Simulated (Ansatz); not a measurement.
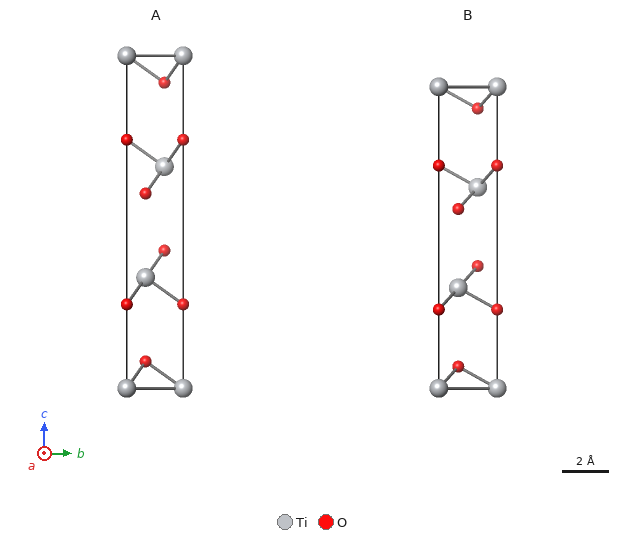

Two geometries of a crystal of TiO2 (set up in R-3m) (coarse preliminary run), drawn at one scale. One is the start of a relaxation, the other its converged end. A ball-and-stick model of the conventional cell (3 times the calculation's cell), seen along the a axis. Lengths and directions refer to the drawn axes.

Level of theory: DFT PBE+D3(BJ), scalar-relativistic, plane waves, PAW in Ansatz. (plane-wave cutoff 420 eV; k-point mesh 6 × 6 × 6; occupations gaussian; smearing width 0.1 eV; no spin polarisation; cell and atoms relaxed; force threshold 0.0325 eV/Å; at most 70 steps)

> Which one is relaxed?

Structure B is the relaxed one. Case: 2 of 2 Li taken out, relaxed. The largest moves relative to the cell, 0.12 Å, are those of O atoms. Ti stays in place. The drawn cell changes as follows: a = b 2.880 → 2.980 Å (+3.5 %), c 14.707 → 13.334 Å (−9.3 %); the volume changes by −2.9 %. Among the contacts that change: Ti–Ti 2.880 → 2.980 Å, O–Ti 2.044 → 1.971 Å. Among the angles between lasting bonds that change: Ti–O–Ti 89.6° → 98.2°. The space group stays R-3m (No. 166). After 5 accepted moves (7 points after the start) the energy has fallen by 264 meV per atom. The largest force component goes from 3.5 to 0.00034 eV/Å. Pressure: −12.33 GPa at the start and 0.02 GPa at the end. The SCF was repeated twice at an unchanged geometry on a basis and grid sized afresh for the cell, which shifted the energy by 1.4 meV per atom at most.
